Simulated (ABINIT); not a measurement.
## Run report: NaCl, dielectric calculation (part 2 of 2)

Continued. System: NaCl (Pm-3m, 2 atoms in the cell). Method: Kohn-Sham DFT of a periodic cell, PBE, PseudoDojo NC SR PBE v0.4.1 standard, no spin polarisation (ABINIT 10.8.3); cutoff 1034.03 eV, 6×6×6 k-mesh, fixed occupations. The structure derives from a Materials Project entry.

Geometry of the input (Å; fractional positions):
```
3.5022  0.0000  0.0000
0.0000  3.5022  0.0000
0.0000  0.0000  3.5022
Cl 0.5000  0.5000  0.5000
Na 0.0000  0.0000  0.0000
```

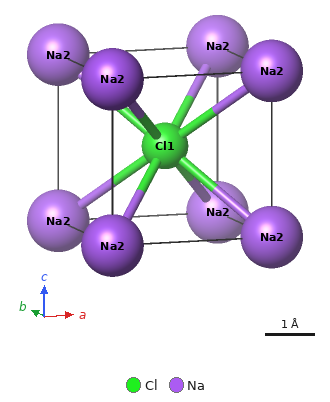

*The structure as given in the input (ball-and-stick view of the cell of the calculation, seen slightly off an axis; atoms are numbered from 1 in the order of the input).*

Log, continued:
```
 mkfilename : getwfk/=0, take file _WFK from output of DATASET   1.

 Exchange-correlation functional for the present dataset will be:
  GGA: Perdew-Burke-Ernzerhof functional - ixc=11
  J.P.Perdew, K.Burke, M.Ernzerhof, PRL 77, 3865 (1996)

 Real(R)+Recip(G) space primitive vectors, cartesian coordinates (Bohr,Bohr^-1):
 R(1)=  6.6181799  0.0000000  0.0000000  G(1)=  0.1510989  0.0000000  0.0000000
 R(2)=  0.0000000  6.6181799  0.0000000  G(2)=  0.0000000  0.1510989  0.0000000
 R(3)=  0.0000000  0.0000000  6.6181799  G(3)=  0.0000000  0.0000000  0.1510989
 Unit cell volume ucvol=  2.8987830E+02 bohr^3
 Angles (23,13,12)=  9.00000000E+01  9.00000000E+01  9.00000000E+01 degrees
 setup1 : take into account q-point for computing boxcut.

 getcut: wavevector=  0.0000  0.0000  0.0000  ngfft=  40  40  40
         ecut(hartree)=     38.000   => boxcut(ratio)=   2.17803
--------------------------------------------------------------------------------

 ==>  initialize data related to q vector <==

 The list of irreducible perturbations for this q vector is:
    1)    idir= 1    ipert=   3
    2)    idir= 2    ipert=   3
    3)    idir= 3    ipert=   3

================================================================================

--------------------------------------------------------------------------------
 Perturbation wavevector (in red.coord.)   0.000000  0.000000  0.000000
 Perturbation : derivative vs k along direction   1
 The set of symmetries contains only one element for this perturbation.
 symkpt : not enough symmetry to change the number of k points.

--------------------------------------------------------------------------------

--------------------------------------------------------------------------------

 Initialisation of the first-order wave-functions :
  ireadwf=   0

--- !BeginCycle
iteration_state: {dtset: 2, }
solver: {iscf: -3, nstep: 80, nline: 4, wfoptalg: 0, }
tolerances: {tolwfr: 1.00E-18, }
...

     iter   2DEtotal(Ha)        deltaE(Ha) residm    vres2
-ETOT  1  -15.457991526227     -1.546E+01 5.488E-02 0.000E+00
 ETOT  2  -15.474132504523     -1.614E-02 1.228E-04 0.000E+00
 ETOT  3  -15.474162139418     -2.963E-05 3.572E-07 0.000E+00
 ETOT  4  -15.474162225895     -8.648E-08 1.016E-09 0.000E+00
 ETOT  5  -15.474162226177     -2.820E-10 4.912E-12 0.000E+00
 ETOT  6  -15.474162226178     -8.473E-13 1.257E-14 0.000E+00
 ETOT  7  -15.474162226178     -6.217E-14 7.529E-17 0.000E+00
 ETOT  8  -15.474162226178      5.329E-15 9.805E-19 0.000E+00

 At SCF step    8   max residual=  9.80E-19 < tolwfr=  1.00E-18 =>converged.
================================================================================

 ----iterations are completed or convergence reached----

 Mean square residual over all n,k,spin=   50.735E-20; max=  98.046E-20
 dfpt_looppert : ek2=    2.8842478204E+01
          f-sum rule ratio=    9.9958567157E-01
 Expectation of eigenvalue derivatives (hartree) for nkpt= 108  k points:
  (in case of degenerate eigenvalues, averaged derivative)
 kpt#   1, nband=  8, wtk=  0.00926, kpt=  0.0833  0.0833  0.0833 (reduced coord)
   0.00009   -0.00079   -0.00053   -0.00053    0.01864   -0.07575   -0.03866   -0.03866
 prteigrs : prtvol=0 or 1, do not print more k-points.

 2DEtotal=   -0.1547416223E+02 Ha. Also 2DEtotal=   -0.421073405170E+03 eV
    (  non-var. 2DEtotal :   -1.5474162225E+01 Ha)

--------------------------------------------------------------------------------
 Perturbation wavevector (in red.coord.)   0.000000  0.000000  0.000000
 Perturbation : derivative vs k along direction   2
 The set of symmetries contains only one element for this perturbation.
 symkpt : not enough symmetry to change the number of k points.

--------------------------------------------------------------------------------

--------------------------------------------------------------------------------

 Initialisation of the first-order wave-functions :
  ireadwf=   0

--- !BeginCycle
iteration_state: {dtset: 2, }
solver: {iscf: -3, nstep: 80, nline: 4, wfoptalg: 0, }
tolerances: {tolwfr: 1.00E-18, }
...

     iter   2DEtotal(Ha)        deltaE(Ha) residm    vres2
-ETOT  1  -15.457915401307     -1.546E+01 5.073E-02 0.000E+00
 ETOT  2  -15.474132249740     -1.622E-02 1.228E-04 0.000E+00
 ETOT  3  -15.474162138134     -2.989E-05 3.504E-07 0.000E+00
 ETOT  4  -15.474162225714     -8.758E-08 1.016E-09 0.000E+00
 ETOT  5  -15.474162226000     -2.864E-10 4.912E-12 0.000E+00
 ETOT  6  -15.474162226001     -8.402E-13 1.257E-14 0.000E+00
 ETOT  7  -15.474162226001     -1.368E-13 7.529E-17 0.000E+00
 ETOT  8  -15.474162226001     -3.553E-15 9.805E-19 0.000E+00

 At SCF step    8   max residual=  9.80E-19 < tolwfr=  1.00E-18 =>converged.
================================================================================

 ----iterations are completed or convergence reached----

 Mean square residual over all n,k,spin=   50.314E-20; max=  98.046E-20
 dfpt_looppert : ek2=    2.8842478204E+01
          f-sum rule ratio=    9.9958567156E-01
 Expectation of eigenvalue derivatives (hartree) for nkpt= 108  k points:
  (in case of degenerate eigenvalues, averaged derivative)
 kpt#   1, nband=  8, wtk=  0.00926, kpt=  0.0833  0.0833  0.0833 (reduced coord)
   0.00009   -0.00079   -0.00053   -0.00053    0.01864   -0.07575   -0.03866   -0.03866
 prteigrs : prtvol=0 or 1, do not print more k-points.

 2DEtotal=   -0.1547416223E+02 Ha. Also 2DEtotal=   -0.421073405165E+03 eV
    (  non-var. 2DEtotal :   -1.5474162225E+01 Ha)

--------------------------------------------------------------------------------
 Perturbation wavevector (in red.coord.)   0.000000  0.000000  0.000000
 Perturbation : derivative vs k along direction   3
 The set of symmetries contains only one element for this perturbation.
 symkpt : not enough symmetry to change the number of k points.

--------------------------------------------------------------------------------

--------------------------------------------------------------------------------

 Initialisation of the first-order wave-functions :
  ireadwf=   0

--- !BeginCycle
iteration_state: {dtset: 2, }
solver: {iscf: -3, nstep: 80, nline: 4, wfoptalg: 0, }
tolerances: {tolwfr: 1.00E-18, }
...

     iter   2DEtotal(Ha)        deltaE(Ha) residm    vres2
-ETOT  1  -15.457991509146     -1.546E+01 5.488E-02 0.000E+00
 ETOT  2  -15.474132504179     -1.614E-02 1.228E-04 0.000E+00
 ETOT  3  -15.474162139064     -2.963E-05 3.572E-07 0.000E+00
 ETOT  4  -15.474162225541     -8.648E-08 1.016E-09 0.000E+00
 ETOT  5  -15.474162225823     -2.819E-10 4.912E-12 0.000E+00
 ETOT  6  -15.474162225824     -9.823E-13 1.257E-14 0.000E+00
 ETOT  7  -15.474162225824     -6.040E-14 7.529E-17 0.000E+00
 ETOT  8  -15.474162225824     -5.329E-15 9.805E-19 0.000E+00

 At SCF step    8   max residual=  9.80E-19 < tolwfr=  1.00E-18 =>converged.
================================================================================

 ----iterations are completed or convergence reached----

 Mean square residual over all n,k,spin=   50.735E-20; max=  98.046E-20
 dfpt_looppert : ek2=    2.8842478204E+01
          f-sum rule ratio=    9.9958567155E-01
 Expectation of eigenvalue derivatives (hartree) for nkpt= 108  k points:
  (in case of degenerate eigenvalues, averaged derivative)
 kpt#   1, nband=  8, wtk=  0.00926, kpt=  0.0833  0.0833  0.0833 (reduced coord)
   0.00009   -0.00079   -0.00053   -0.00053    0.01864   -0.07575   -0.03866   -0.03866
 prteigrs : prtvol=0 or 1, do not print more k-points.

 2DEtotal=   -0.1547416223E+02 Ha. Also 2DEtotal=   -0.421073405160E+03 eV
    (  non-var. 2DEtotal :   -1.5474162225E+01 Ha)
================================================================================

 ---- first-order wavefunction calculations are completed ----

 Total localisation tensor (bohr^2) in cartesian coordinates
  WARNING : still subject to testing - especially symmetries.
      direction              matrix element
   alpha     beta       real part   imaginary part
     1        1       0.6051938907   -0.0000000000
     1        2       0.0000000000    0.0000000000
     1        3       0.0000000000    0.0000000000
     2        1       0.0000000000    0.0000000000
     2        2       0.6051938907    0.0000000000
     2        3       0.0000000000    0.0000000000
     3        1       0.0000000000    0.0000000000
     3        2       0.0000000000    0.0000000000
     3        3       0.6051938907    0.0000000000

 respfn : d/dk was computed, but no 2DTE, so no DDB output.

================================================================================
== DATASET  3 ==================================================================

--- !DatasetInfo
iteration_state: {dtset: 3, }
dimensions: {natom: 2, nkpt: 108, mband: 8, nsppol: 1, nspinor: 1, nspden: 1, mpw: 3254, }
cutoff_energies: {ecut:  38.0, pawecutdg:  -1.0, }
electrons: {nelect:   1.60000000E+01, charge:   0.00000000E+00, occopt:   1.00000000E+00, tsmear:   1.00000000E-02, }
meta: {optdriver: 1, rfelfd: 3, }
...

 mkfilename : getwfk/=0, take file _WFK from output of DATASET   1.

 mkfilename : getddk/=0, take file _1WF from output of DATASET   2.

 Exchange-correlation functional for the present dataset will be:
  GGA: Perdew-Burke-Ernzerhof functional - ixc=11
  J.P.Perdew, K.Burke, M.Ernzerhof, PRL 77, 3865 (1996)

 Real(R)+Recip(G) space primitive vectors, cartesian coordinates (Bohr,Bohr^-1):
 R(1)=  6.6181799  0.0000000  0.0000000  G(1)=  0.1510989  0.0000000  0.0000000
 R(2)=  0.0000000  6.6181799  0.0000000  G(2)=  0.0000000  0.1510989  0.0000000
 R(3)=  0.0000000  0.0000000  6.6181799  G(3)=  0.0000000  0.0000000  0.1510989
 Unit cell volume ucvol=  2.8987830E+02 bohr^3
 Angles (23,13,12)=  9.00000000E+01  9.00000000E+01  9.00000000E+01 degrees
 setup1 : take into account q-point for computing boxcut.

 getcut: wavevector=  0.0000  0.0000  0.0000  ngfft=  40  40  40
         ecut(hartree)=     38.000   => boxcut(ratio)=   2.17803
--------------------------------------------------------------------------------

 ==>  initialize data related to q vector <==

 The list of irreducible perturbations for this q vector is:
    1)    idir= 1    ipert=   4

================================================================================

 The perturbation idir=   2  ipert=   4 is
 symmetric of a previously calculated perturbation.
 So, its SCF calculation is not needed.

 The perturbation idir=   3  ipert=   4 is
 symmetric of a previously calculated perturbation.
 So, its SCF calculation is not needed.

--------------------------------------------------------------------------------
 Perturbation wavevector (in red.coord.)   0.000000  0.000000  0.000000
 Perturbation : homogeneous electric field along direction   1
 The set of symmetries contains only one element for this perturbation.
 symkpt : not enough symmetry to change the number of k points.

--------------------------------------------------------------------------------

--------------------------------------------------------------------------------

 Initialisation of the first-order wave-functions :
  ireadwf=   0

--- !BeginCycle
iteration_state: {dtset: 3, }
solver: {iscf: 7, nstep: 80, nline: 4, wfoptalg: 0, }
tolerances: {tolvrs: 1.00E-08, }
...

     iter   2DEtotal(Ha)        deltaE(Ha) residm    vres2
-ETOT  1  -29.518236371664     -2.952E+01 4.604E-01 2.657E+04
 ETOT  2  -34.326279994314     -4.808E+00 4.166E-02 2.436E+03
 ETOT  3  -35.258108331665     -9.318E-01 6.845E-03 1.150E+02
 ETOT  4  -35.299573297238     -4.146E-02 2.060E-04 1.767E-01
 ETOT  5  -35.299611356616     -3.806E-05 2.085E-07 9.280E-03
 ETOT  6  -35.299613172097     -1.815E-06 7.979E-09 1.122E-04
 ETOT  7  -35.299613196067     -2.397E-08 6.705E-11 1.166E-06
 ETOT  8  -35.299613196416     -3.496E-10 8.322E-13 9.201E-08
 ETOT  9  -35.299613196429     -1.248E-11 3.280E-14 3.085E-09

 At SCF step    9       vres2   =  3.08E-09 < tolvrs=  1.00E-08 =>converged.
-open ddk wf file :runo_DS2_1WF7
-open ddk wf file :runo_DS2_1WF8
-open ddk wf file :runo_DS2_1WF9
================================================================================

 ----iterations are completed or convergence reached----

 Mean square residual over all n,k,spin=   84.608E-16; max=  32.799E-15

 2DEtotal=   -0.3529961320E+02 Ha. Also 2DEtotal=   -0.960551409022E+03 eV
    (  non-var. 2DEtotal :   -3.5299611017E+01 Ha)
================================================================================

 ---- first-order wavefunction calculations are completed ----

 ==> Compute Derivative Database <==
 The violation of the charge neutrality conditions
 by the effective charges is as follows :
    atom        electric field
 displacement     direction
       1               1        0.007641        0.000000
       1               2        0.000000        0.000000
       1               3        0.000000        0.000000
       2               1        0.000000        0.000000
       2               2        0.007641        0.000000
       2               3        0.000000        0.000000
       3               1        0.000000        0.000000
       3               2        0.000000        0.000000
       3               3        0.007641        0.000000

 Effective charge tensors after
 imposition of the charge neutrality (if requested by user),
 and eventual restriction to some part :
   atom    displacement
         1         1   -1.188789E+00    0.000000E+00    0.000000E+00
         1         2    0.000000E+00   -1.188789E+00    0.000000E+00
         1         3    0.000000E+00    0.000000E+00   -1.188789E+00
         2         1    1.188789E+00    0.000000E+00    0.000000E+00
         2         2    0.000000E+00    1.188789E+00    0.000000E+00
         2         3    0.000000E+00    0.000000E+00    1.188789E+00
 Now, the imaginary part of the dynamical matrix is zeroed

  Dielectric tensor, in cartesian coordinates,
     j1       j2             matrix element
  dir pert dir pert     real part    imaginary part

   1    4   1    4         2.6977802455        -0.0000000000

   2    4   2    4         2.6977802455        -0.0000000000

   3    4   3    4         2.6977802455        -0.0000000000

  Effective charges, in cartesian coordinates,
  (from electric field response)
   if specified in the inputs, charge neutrality has been imposed
     j1       j2             matrix element
  dir pert dir pert     real part    imaginary part

   1    1   1    4        -1.1887886283         0.0000000000
   1    2   1    4         1.1887886283         0.0000000000

   2    1   2    4        -1.1887886283         0.0000000000
   2    2   2    4         1.1887886283         0.0000000000

   3    1   3    4        -1.1887886283         0.0000000000
   3    2   3    4         1.1887886283         0.0000000000

== END DATASET(S) ==============================================================
================================================================================

 -outvars: echo values of variables after computation  --------
            acell      1.8897261259E+00  1.8897261259E+00  1.8897261259E+00 Bohr
           etotal1    -6.2235006790E+01
           etotal2    -1.5474162226E+01
           etotal3    -3.5299613196E+01
            fcart1    -0.0000000000E+00 -0.0000000000E+00 -0.0000000000E+00
                      -0.0000000000E+00 -0.0000000000E+00 -0.0000000000E+00
            fcart3     0.0000000000E+00  0.0000000000E+00  0.0000000000E+00
                       0.0000000000E+00  0.0000000000E+00  0.0000000000E+00
            rprim      3.5021900000E+00  0.0000000000E+00  0.0000000000E+00
                       0.0000000000E+00  3.5021900000E+00  0.0000000000E+00
                       0.0000000000E+00  0.0000000000E+00  3.5021900000E+00
           strten1     6.8108537032E-06  6.8108537032E-06  6.8108537032E-06
                       0.0000000000E+00  0.0000000000E+00  0.0000000000E+00
           strten3     0.0000000000E+00  0.0000000000E+00  0.0000000000E+00
                       0.0000000000E+00  0.0000000000E+00  0.0000000000E+00
           xangst      1.7510950000E+00  1.7510950000E+00  1.7510950000E+00
                       0.0000000000E+00  0.0000000000E+00  0.0000000000E+00
             xred      5.0000000000E-01  5.0000000000E-01  5.0000000000E-01
                       0.0000000000E+00  0.0000000000E+00  0.0000000000E+00
 Calculation completed.
```

File anaddb.abo:
```
.Version 10.8.3 of ANADDB
================================================================================

 -outvars_anaddb: echo values of input variables ----------------------

 Flags :
     dieflag         2
 Miscellaneous information :
         asr         1

================================================================================

 read the DDB information and perform some checks

  ==== Info on the Cryst% object ====
 Real(R)+Recip(G) space primitive vectors, cartesian coordinates (Bohr,Bohr^-1):
 R(1)=  6.6181799  0.0000000  0.0000000  G(1)=  0.1510989  0.0000000  0.0000000
 R(2)=  0.0000000  6.6181799  0.0000000  G(2)=  0.0000000  0.1510989  0.0000000
 R(3)=  0.0000000  0.0000000  6.6181799  G(3)=  0.0000000  0.0000000  0.1510989
 Unit cell volume ucvol=  2.8987830E+02 bohr^3
 Angles (23,13,12)=  9.00000000E+01  9.00000000E+01  9.00000000E+01 degrees
 Time-reversal symmetry is present
 Reduced atomic positions [iatom, xred, symbol]:
    1)    0.5000000  0.5000000  0.5000000  Cl
    2)    0.0000000  0.0000000  0.0000000  Na

 DDB file with 3 blocks has been read.

================================================================================

 Dielectric Tensor and Effective Charges

 anaddb : Zero the imaginary part of the Dynamical Matrix at Gamma,
   and impose the ASR on the effective charges

 The violation of the charge neutrality conditions
 by the effective charges is as follows :
    atom        electric field
 displacement     direction
       1               1        0.007641        0.000000
       1               2        0.000000        0.000000
       1               3        0.000000        0.000000
       2               1        0.000000        0.000000
       2               2        0.007641        0.000000
       2               3        0.000000        0.000000
       3               1        0.000000        0.000000
       3               2        0.000000        0.000000
       3               3        0.007641        0.000000

 Effective charge tensors after
 imposition of the charge neutrality (if requested by user),
 and eventual restriction to some part :
   atom    displacement
         1         1   -1.188789E+00    0.000000E+00    0.000000E+00
         1         2    0.000000E+00   -1.188789E+00    0.000000E+00
         1         3    0.000000E+00    0.000000E+00   -1.188789E+00
         2         1    1.188789E+00    0.000000E+00    0.000000E+00
         2         2    0.000000E+00    1.188789E+00    0.000000E+00
         2         3    0.000000E+00    0.000000E+00    1.188789E+00
 Now, the imaginary part of the dynamical matrix is zeroed

================================================================================

 anaddb : the run completed successfully.
```
